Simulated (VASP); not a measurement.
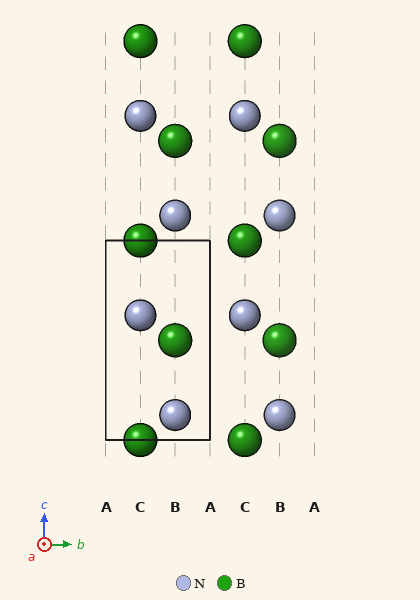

Projection along an edge of the hexagonal mesh, stacking direction c upwards. The dashed lines mark the three columns A (0, 0), B (1/3, 2/3) and C (2/3, 1/3). The sequence starts with the first layer at or above the cell's origin.

BN: a cell listed in the Materials Project, as set up for an electronic-structure calculation.

Question: Read off the stacking sequence over one period.

Answer: B(C) – N(B) – B(B) – N(C) (four layers in 4.23 Å).

Question: How are the N layers alone stacked?

Answer: N layers alone: BC, the hexagonal close-packed type.

Question: Which positions between or in the N layers do the other atoms fill?

Answer: B: two tetrahedral sites, counted in one hexagonal cell.

Question: What short polytype symbol fits?

Answer: Polytype symbol 2H, the symbol of a tetrahedral polytype (number of double layers in the repeat and lattice).
